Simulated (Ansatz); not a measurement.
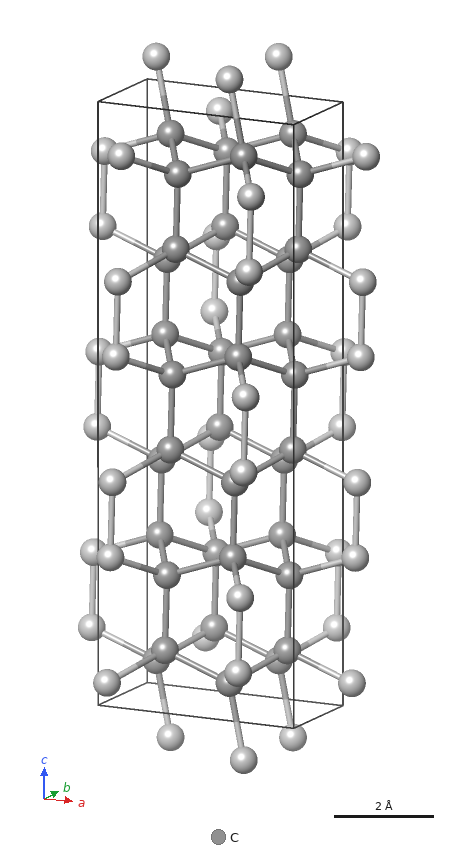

Shown here is a ball-and-stick view of the crystal, taken slightly off an axis. One conventional unit cell is framed, with atoms on its boundary repeated. Bonds that leave the box are completed with the atoms at their other ends, in fainter colours.

C, space group Cm (No. 8), a = 4.34 Å, b = 2.50 Å, c = 12.51 Å, α = 90.00°, β = 91.65°, γ = 90.00°.

Computational set-up: Ansatz, DFT r2SCAN, scalar-relativistic, plane waves, PAW, a cutoff energy of 500 eV, k-points about 0.29 Å⁻¹ apart, Gaussian smearing of 0.05 eV, no spin polarisation.

Q: What is the electronic character?

A: An insulator at this level, with a gap of 3.68 eV on the k-mesh (the true edges may lie between mesh points, so the gap can be somewhat smaller).

Q: State the hydrostatic pressure.

A: The computed pressure is 0.0 GPa, close to zero. The stress isn't hydrostatic: its largest component is 11.5 GPa.

Starting structure: an entry, possibly a prediction, of the Crystallography Open Database. The cell was then strained or its atoms displaced on purpose. A calculation with Ansatz used it as input.

At this level of theory the run's own cell isn't at rest (forces up to 2.7 eV/Å), so its distances can differ from those at equilibrium, the more so the softer the solid.
